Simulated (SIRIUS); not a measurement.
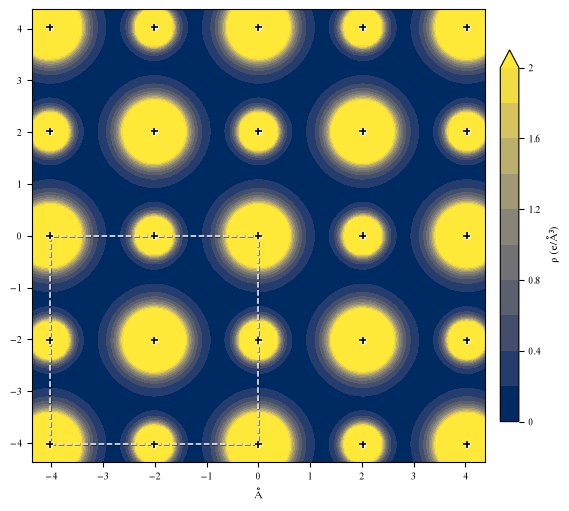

The total electron density on a plane through atoms (crosses mark nuclei in the plane).

Method: Kohn-Sham DFT of a periodic cell, PBEsol, all-electron FP-LAPW in SIRIUS 7.12.0.

Candidates:
A. Ir, a = 3.82 Å, b = 3.81 Å, c = 2.68 Å, α = 89.95°, β = 133.90°, γ = 90.31°. Space group P-1.
B. LiF, a = 4.03 Å, b = 4.03 Å, c = 4.03 Å, α = 90.00°, β = 90.00°, γ = 90.00°. Space group Fm-3m.
C. Mg3Sb2, a = 4.58 Å, b = 4.58 Å, c = 7.24 Å, α = 90.00°, β = 90.00°, γ = 120.00°. Space group P-3m1; not relaxed (largest force 0.5 eV/Å).

Which system is this?

Answer. Candidate B: LiF on the (001) plane of the conventional cell, which holds F and Li. Li–F (2.01 Å): ρ at the midpoint is about 0.27 e/Å³.
